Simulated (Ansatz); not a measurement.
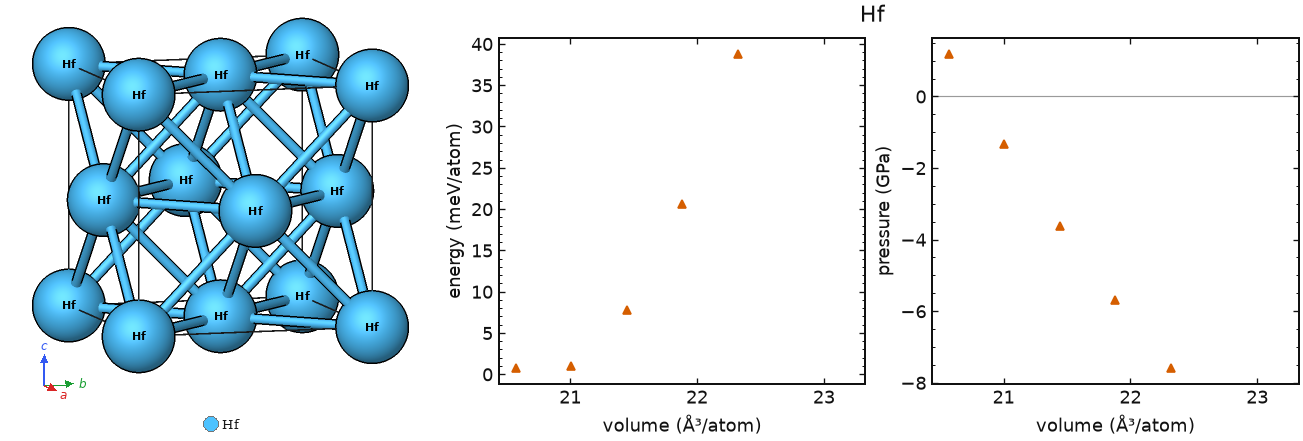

The plot gives the computed energy and pressure against volume for Hf, space group Fm-3m (No. 225). The conventional cell is drawn beside the plot.

Cell as given: a = 3.140 Å, b = 3.140 Å, c = 3.140 Å, α = 60.00°, β = 60.00°, γ = 60.00°; 1 atom.

Calculation (Ansatz 0.2.0): all-electron LAPW DFT, no spin polarisation; energies at scaled volumes of the given cell, shape and fractions fixed, counted from the fit's minimum, third-order Birch-Murnaghan fit. Level: LDA.

| setting | value |
| --- | --- |
| k mesh | 10×10×10 |
| occupations | Fermi–Dirac |
| smearing width | 0.05 eV |
| potentials | all electron LAPW, scalar relativistic |
| program settings | basis error eV/atom 0.001 |

The points at volume 22.76 Å³/atom and 23.20 Å³/atom are left out of the plot. What values does the calculation give there?

| volume (Å³/atom) | energy (meV/atom) | pressure (GPa) |
| --- | --- | --- |
| 22.76 | 61.92 | −9.30 |
| 23.20 | 89.42 | −10.83 |
